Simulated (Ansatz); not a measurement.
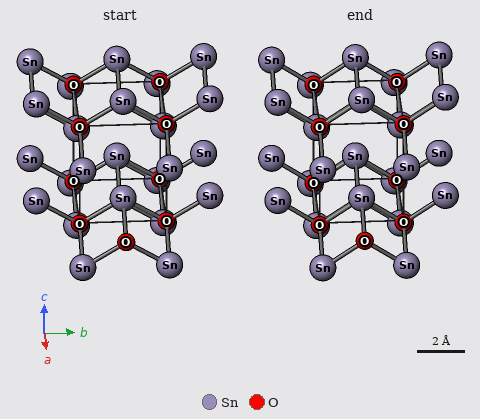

The structure of a crystal of SnO (set up in Pmmn) before (left) and after (right) a relaxation, at one scale.

Style: ball-and-stick. Shown: the cell of the calculation, from a free direction.

Case: uniaxial strain along a of +6.0 %; b, c and atoms relaxed.

These are results of Ansatz 0.2.0, DFT PBEsol, scalar-relativistic, plane waves, PAW, not measurements. Settings: plane-wave cutoff 420 eV; k-point mesh 14 × 14 × 12; occupations gaussian; smearing width 0.1 eV; no spin polarisation; cell relaxed at fixed a, angles; force threshold 0.008 eV/Å; at most 40 steps.

Question: What changed between the two?

Answer: The run was cut off at its time limit before the relaxation converged, so the last structure is only a point on the way. The largest moves relative to the cell, 0.064 Å, are those of O atoms. Largest moves by element: O 0.064 Å, Sn 0.003 Å. The drawn cell changes as follows: a unchanged at 4.034 Å, b 3.748 → 3.620 Å (−3.4 %), c 4.682 → 4.748 Å (+1.4 %); the volume changes by −2.1 %. Some distances before and after: O–Sn 2.298 → 2.273 Å, O–Sn 2.208 → 2.197 Å. Among the angles between lasting bonds that change: Sn–O–Sn 116.2° → 110.9°, O–Sn–O 116.2° → 110.9°, O–Sn–O 122.8° → 125.0°. The space group stays Pmmn (No. 59). Over 2 geometry steps the energy falls by 8.4 meV per atom. Largest force component: 0.18 eV/Å at the start, 0.081 eV/Å at the end. Pressure: −2.86 GPa at the start and −0.81 GPa at the end. The run took 2.9 min on 1 thread of Intel(R) Xeon(R) Platinum 8259CL CPU @ 2.50GHz (Skylake/Cascade Lake), on a shared host, peak memory 0.88 GiB.
